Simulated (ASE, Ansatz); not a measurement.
# C(111) slab, H on the bottom face (176 atoms): support functions against a reference, part 2 of 2

Aim: test how closely localised support functions follow the reference on C(111) slab, H on the bottom face (176 atoms), and at what cost. A setting counts as converged where the r.m.s. difference of forces stays under 1 % of the r.m.s. force.

Ansatz 0.2.0; Kohn-Sham DFT, PBE+D3(BJ), PAW (set soft_2), plane waves.

The cell: 160 C and 16 H. Beside vacuum, support functions can miss their usual error bounds without a warning. The main run has no spin polarisation.

So far. Step 2 (Plane-wave single point): Between -23 and -18 eV lie 50 more states.

### Step 3. Local order

Bonds and neighbours are counted at the geometry of the runs.

Normalised to the volume that the atoms fill. g(r), total and by pair (bins of 0.2 Å):

| r (Å) | total | C-C | C-H | H-H |
| --- | --- | --- | --- | --- |
| 1.00 | 0.29 | 0.00 | 1.75 | 0.00 |
| 1.20 | 0.09 | 0.00 | 0.52 | 0.00 |
| 1.40 | 0.16 | 0.20 | 0.00 | 0.00 |
| 1.60 | 3.28 | 3.97 | 0.00 | 0.00 |
| 1.80 | 0.00 | 0.00 | 0.00 | 0.00 |
| 2.00 | 0.00 | 0.00 | 0.00 | 0.00 |
| 2.20 | 0.28 | 0.00 | 1.68 | 0.00 |
| 2.40 | 0.82 | 0.92 | 0.00 | 6.90 |
| 2.60 | 3.07 | 3.50 | 0.16 | 17.70 |
| 2.80 | 0.37 | 0.06 | 1.92 | 0.00 |
| 3.00 | 2.46 | 2.98 | 0.00 | 0.00 |
| 3.20 | 0.02 | 0.00 | 0.14 | 0.00 |
| 3.40 | 0.20 | 0.01 | 1.18 | 0.00 |
| 3.60 | 0.82 | 0.98 | 0.04 | 0.00 |
| 3.80 | 0.98 | 1.17 | 0.11 | 0.00 |
| 4.00 | 0.56 | 0.59 | 0.40 | 0.00 |
| 4.20 | 0.21 | 0.01 | 1.19 | 0.18 |
| 4.40 | 2.31 | 2.61 | 0.50 | 8.00 |
| 4.60 | 1.31 | 1.45 | 0.71 | 0.00 |
| 4.80 | 0.02 | 0.01 | 0.07 | 0.00 |
| 5.00 | 0.94 | 0.95 | 0.64 | 6.03 |
| 5.20 | 1.27 | 1.38 | 0.81 | 0.12 |
| 5.40 | 0.43 | 0.34 | 0.90 | 0.00 |
| 5.60 | 1.16 | 1.36 | 0.24 | 0.00 |
| 5.80 | 0.57 | 0.68 | 0.05 | 0.00 |
| 6.00 | 0.11 | 0.02 | 0.53 | 0.00 |
| 6.20 | 0.44 | 0.39 | 0.72 | 0.00 |
| 6.40 | 1.01 | 1.07 | 0.75 | 0.00 |

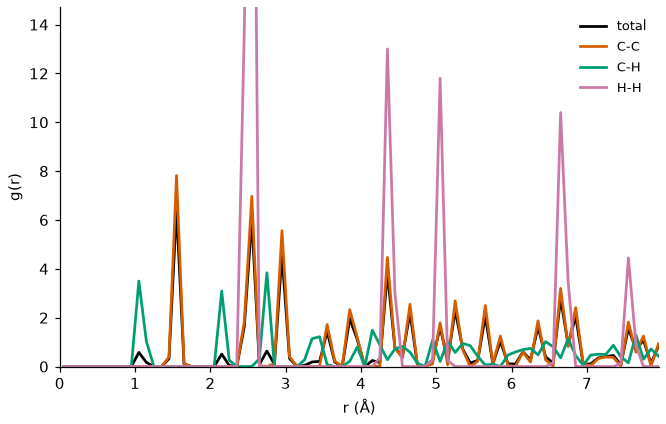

Pair distribution functions, with peaks cut at 14.

Bonds by pair of elements; cutoffs follow the first minimum of g(r), held within bounds set by covalent radii, and pairs that aren't listed don't count as bonded:

| pair A-B | cutoff (Å) | bonds | mean length (Å) | spread (Å) | shortest (Å) | B about A | A about B |
| --- | --- | --- | --- | --- | --- | --- | --- |
| C-C | 1.85 | 304 | 1.54 | 0.026 | 1.48 | 3.8 | 3.8 |
| C-H | 1.34 | 16 | 1.08 | 0.034 | 1.03 | 0.1 | 1 |

How many atoms have how many bonded neighbours:

| element | mean | 1 | 3 | 4 |
| --- | --- | --- | --- | --- |
| C | 3.9 | 0 | 16 | 144 |
| H | 1 | 16 | 0 | 0 |

Bond angles (no mean is given where the spread exceeds 20°):

| angle | count | mean (°) | spread (°) |
| --- | --- | --- | --- |
| C-C-C | 864 | 109 | 1.6 |
| C-C-H | 48 | 110 | 2 |

Bond length by coordination (bonds to H left out):

| element | coordination | atoms | mean bond length (Å) |
| --- | --- | --- | --- |
| C | 3 | 16 | 1.54 |
| C | 4 | 144 | 1.54 |

With the cutoffs above, 90 % of C atoms have 4 and all H atoms have 1 bonded neighbour. The C-C-C angle averages 109° with a spread of 1.6°.

The surroundings of C9, which has 3 bonded neighbours where the commonest count for C is 4, nearest first, numbered as they follow in the input and with coordinates relative to it.

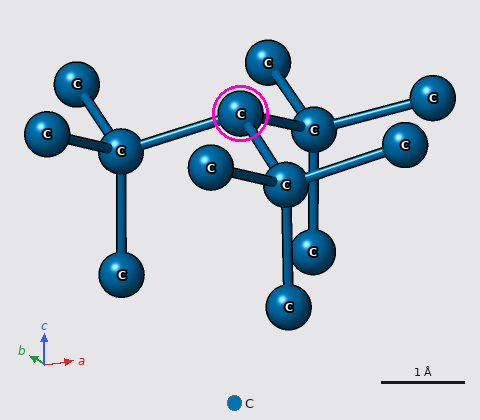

The atoms of the table, within 2.5 Å (arrows a, b, c point along x, y, z); some may hide others; the central atom is ringed.

| atom | x | y | z | distance (Å) | bonds | intrinsic-atomic-orbital charge (e) | Fx | Fy | Fz (eV/Å) |
| --- | --- | --- | --- | --- | --- | --- | --- | --- | --- |
| C9 | 0.00 | 0.00 | 0.00 | 0.00 | 3 | -0.04 | -0.31 | -0.17 | -3.83 |
| C10 | 1.26 | 0.72 | -0.51 | 1.54 | 4 | -0.02 | -0.09 | 0.09 | 4.85 |
| C130 | 0.00 | -1.45 | -0.54 | 1.54 | 4 | -0.02 | -0.37 | -0.44 | 4.55 |
| C100 | -1.27 | 0.73 | -0.53 | 1.55 | 4 | -0.02 | -0.11 | -1.09 | 3.90 |
| C69 | -1.28 | 2.12 | -0.03 | 2.47 | 3 | -0.01 | -0.22 | 2.00 | -3.77 |
| C7 | 1.24 | 0.70 | -2.04 | 2.48 | 4 | 0.04 | 0.77 | 1.18 | -1.88 |
| C29 | 2.51 | -0.03 | -0.05 | 2.51 | 3 | 0.00 | 0.19 | 0.64 | -3.51 |
| C97 | -1.26 | 0.73 | -2.07 | 2.53 | 4 | 0.02 | 0.16 | -0.29 | -0.95 |
| C19 | 1.25 | -2.21 | 0.02 | 2.54 | 3 | -0.05 | -0.16 | 0.19 | -4.06 |
| C129 | -1.29 | -2.18 | -0.01 | 2.54 | 3 | -0.01 | 0.61 | -0.28 | -4.24 |
| C109 | 1.27 | 2.20 | -0.03 | 2.54 | 3 | -0.01 | -1.03 | -0.78 | -3.63 |
| C127 | 0.03 | -1.46 | -2.08 | 2.54 | 4 | 0.02 | -0.68 | -0.46 | -0.89 |
| C99 | -2.54 | 0.00 | 0.00 | 2.54 | 3 | -0.04 | 0.03 | -0.72 | -3.87 |

The column of bonds counts only the pairs C-C within 1.85 Å, C-H within 1.34 Å; other neighbours, such as metal atoms beside each other in a compound, aren't counted, and periodic images can show an atom twice.

### Step 4. Support functions medium

With localised support functions most steps grow linearly with size, though the diagonalisation grows faster unless the density matrix is cut; this run measures error and cost at this size.

This step: Kohn-Sham DFT, PBE+D3(BJ), PAW (set soft_2), localised support functions (medium) (Ansatz 0.2.0).

Contents of input.yaml:

```yaml
crystal:
  lattice:
    - [10.089, 0.0, 0.0]
    - [-5.0445, 8.73733, 0.0]
    - [0.0, 0.0, 19.84249]
  atoms:
    [... the 176 atom lines of step 2 ...]
kpoints:
  mp_grid: { grid: [2, 2, 1] }
hamiltonian:
  xc: pbe
  dispersion: d3bj
scf:
  occupations: { method: fermi_dirac, width: 0.05 }
  eigensolver: { kind: { support_functions: { accuracy: medium } } }
  mixing: { beta: 0.4 }
  max_iter: 150
output:
  forces: true
  eigenvalues: true
```

Command:

```bash
> ansatz run input.yaml --threads 8 --pin off --max-ram 15872MiB --backend cpu --events-out ev --progress --plain --runs-dir out
```

Numbers of over 12 decimals in the logs are rounded to 6 here.

The program printed:

```text
Warning: scf.eigensolver.kind.support_functions: disabling space-group detection — the functions' gradient is summed over unrotated k-points, so no spatial operation reduces the k-mesh or symmetrises the density; time reversal is kept, so that k and −k are solved as one point where they differ and the mesh holds both, and exact exchange and, on two spinor components, a DFT+U term hold to it where the run has them: [...]
settings of this run that can trade accuracy for cost: scf.eigensolver.kind.support_functions [...]
[...]
Crystal: 176 atoms, lattice volume = 1749.134 Å³
Basis set: ecut = 420 eV, 34219 PW (Γ), exchange–correlation on 144×144×270 points (8 copies of the dense FFT grid, shifted against one another)
Bands: 394, of which v1, the nominal top of the filled ones, is band 328 counted from 1 (327 counted from 0)
Symmetry: 1 space group operations
k-points: 4
[...]
SCF iter   1: F=—  HF=-40387.037963 eV  |F-HF|=—  |Δ(HF+E_count)|=         —  Δρ=9.15e-2  dr2=1.21e2  ethr=1.00e-1
[...]
SCF iter  23: F=-40373.204160 eV  HF=-40373.204160 eV  |F-HF|=1.34e-7  |Δ(HF+E_count)|=   6.86e-7  Δρ=9.14e-6  dr2=2.45e-6  ethr=7.97e-10
SCF 1 converged in 23 iterations: F = -40373.217332 eV  dr2 = 2.45e-6
[...]
SCF converged after 23 iterations
Stability not checked: this state was not tested for a lower state beside it, because the mixer in use, unlike msr1, does not test its closes by its own steps (another_mixer; see scf.mixing.algorithm and scf.lower_state_search)
Free energy (F): -40373.217332 eV
[...]
Internal energy: -40372.488688 eV  (E = F + TS)
E sigma→0 (E₀):  -40372.853010 eV
Entropy (-TS):   -0.728643 eV (-4.140 meV/atom)
Fermi energy:    5.529513 eV
[...]
--- Forces (eV/Å), atoms counted from 1 ---
  atom   1  C     -1.16966847    -0.22952575    -1.66384509
  atom   2  C      0.67970134    -0.23692690     4.40862660
  atom   3  C      1.44838014    -0.06377196    -1.92958083
  atom   4  C      0.07479168     0.83939472    -0.18588923
  atom   5  C     -0.51934156    -1.69786461    -0.32490665
  atom   6  C     -1.16472449     1.27966681     2.14386284
  atom   7  C      0.76520952     1.17924982    -1.88244121
  atom   8  C     -0.15264764    -2.53767287    -0.43499994
  atom   9  C     -0.30692158    -0.17498027    -3.83356364
  atom  10  C     -0.08501378     0.08822096     4.85125023
  atom  11  C      0.37617947     0.83537868    -0.40338048
  atom  12  C      2.05328000     0.43063852     4.90956726
  atom  13  C     -1.04186197    -0.93059333     2.01729761
  atom  14  C      0.02662759     0.02885017    -1.51969224
[...]
atom 175  H     -0.07317908     0.01946005     0.97165651
  atom 176  H      0.04823647    -0.04067639    -2.14347693
  max |Σ_I F_I| component: 5.20e-3 eV/Å
--- Band table (eV) ---
[...]
```

Elapsed: 2.4 min, on 8 threads of Arm Neoverse V2, shared host; peak memory 4.3 GiB.

The program notes that the band table was not solved further than the SCF left it and it switched symmetry off.

Keys that differ from the reference: support_functions.accuracy = "medium", scf.max_iter = 150 and scf.mixing.beta = 0.4.

Forces differ from the reference by 2.3 meV/Å r.m.s., 0.17 % of their size, well within a tolerance of 1 %; the energy by -3.9 meV/atom.

### Step 5. Cost against change

Differences are against the plane-wave reference (Kohn-Sham DFT, PBE+D3(BJ), PAW (set soft_2), plane waves), whose r.m.s. force component is 1.42 eV/Å. Energies are set beside the reference only for runs with its functional, potentials and electron count. Times are for 8 threads of Arm Neoverse V2, shared host. The reference's time includes the DOS and grids, which some other runs skip.

| run | Δ force, r.m.s. (meV/Å) | share of r.m.s. force (%) | Δ energy (meV/atom) | cycles | time | host memory (GiB) |
| --- | --- | --- | --- | --- | --- | --- |
| reference | - | - | - | 26 | 2.8 min | 12 |
| support functions medium | 2.35 | 0.166 | -3.92 | 23 | 2.4 min | 4.3 |

### Step 6. What came out

| Item | Value |
| --- | --- |
| free energy per atom | -229.3894 eV/atom |
| r.m.s. force component | 1.418 eV/Å |
| wall time of the 2 DFT runs | 5.2 min |

Against plane waves at 420 eV, the forces differ by 2.3 meV/Å (0.17 %) with support functions medium. Differences between support functions and plane waves include what basis error the plane-wave run still has.

59 levels are partly filled, by over 2 % (on the run's k-points): at this level the cell shows no clear gap. Levels of broken or missing bonds inside a gap of the host would look the same. With the cutoffs above, 90 % of C atoms have 4 and all H atoms have 1 bonded neighbour.

**Limits.** The geometry was built by rule, was displaced at random and isn't relaxed at this level: its force components are 1.4 eV/Å r.m.s. The slab bears a dipole and has periodic images along its normal, so a spurious field crosses the vacuum.

[Logs are printed without paths, hosts, clocks, repeated set-up lines and the standing remarks that a program may print on its own settings, such as how far it seeks lower states.]

[Hosts, paths, dates, database ids (printed as entryN), source tags and the programs' standing remarks are cut or masked in the printed files.]
